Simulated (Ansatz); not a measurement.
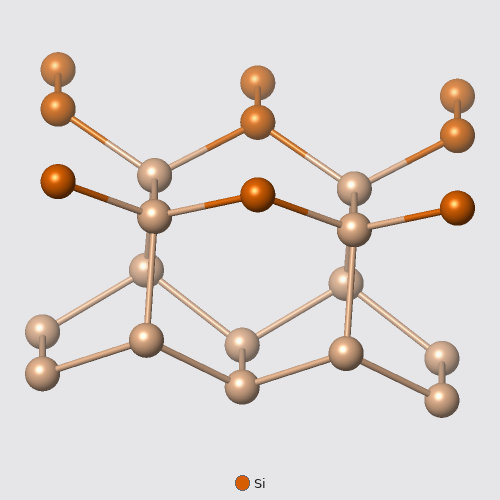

The system is Si on a Si(100) slab cut from the P6_3/mmc phase, its upper half relaxed before the scan (16 atoms of substrate and one adsorbate in a 2 × 1 cell); the picture shows it without the atoms that are moved over the map. Si is moved over the surface cell; relaxed at each place: the height of the adsorbate's atoms; substrate rigid; the origin of the map has the adsorbate above Si13. Places are given modulo a cell vector. The map is drawn in real space over the plane of the surface. The scan uses a 6 × 6 grid; 23 points were computed and 12 follow by symmetry. At 1 point there is no value. Places are given in fractions of the 1 × 1 surface cell. All energies are given in eV relative to the lowest grid point. The magnetic moment jumps between some neighbouring points. These are results of DFT PBE, scalar-relativistic, plane waves, PAW in Ansatz 0.2.0, not measurements. Settings: cutoff 420 eV, k-mesh 4×4×1, gaussian smearing 0.05 eV, spin-polarised.

Range: position of Si17 along the first surface vector from 0.000 to 0.833; position of Si17 along the second surface vector from 0.000 to 0.833.

Q: Predict the map.

A: The lowest grid point is at (1/6, 2/6) of the cell vectors [nearest 1 Si at 2.50 Å]. The same energy is found at (5/6, 2/6) of the cell vectors [nearest 1 Si at 2.50 Å]. The highest grid point, (0/6, 3/6) of the cell vectors [nearest 1 Si at 2.29 Å], lies 0.96 eV above the lowest. At the lowest point the adsorbate has 1 Si at 2.50 Å as nearest neighbours, at the highest 1 Si at 2.29 Å. Its relaxed height above the top atom is 1.34 Å at the lowest and 2.09 Å at the highest point.

| second ↓, first → | 0/6 | 1/6 | 2/6 | 3/6 | 4/6 | 5/6 |
| --- | --- | --- | --- | --- | --- | --- |
| 5/6 | 0.06 | 0.07 | 0.20 | – | 0.20 | 0.07 |
| 4/6 | 0.82 | 0.77 | 0.61 | 0.43 | 0.61 | 0.77 |
| 3/6 | 0.96 | 0.79 | 0.38 | 0.23 | 0.38 | 0.79 |
| 2/6 | 0.28 | 0.00 | 0.04 | 0.37 | 0.04 | 0.00 |
| 1/6 | 0.89 | 0.71 | 0.32 | 0.24 | 0.32 | 0.71 |
| 0/6 | 0.90 | 0.84 | 0.64 | 0.41 | 0.64 | 0.84 |

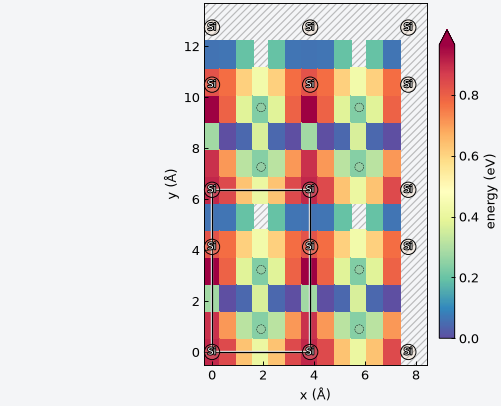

Drawn: one coloured cell a grid point, labelled circles for the atoms of the top layer and small ones for the second layer, the outline of one cell of the 2 × 2 shown, one colour for all values above the top of the scale, hatched blanks where no value was computed.

Each point was launched as `ansatz run input.yaml --threads 4 --pin off --max-ram 12288MiB --backend cpu --events-out ev --progress --plain --runs-dir out`. Time for the 23 points that were run: 2.3 h on 4 threads of Arm Neoverse N1, on a shared host.

PAW datasets: the set soft_1.
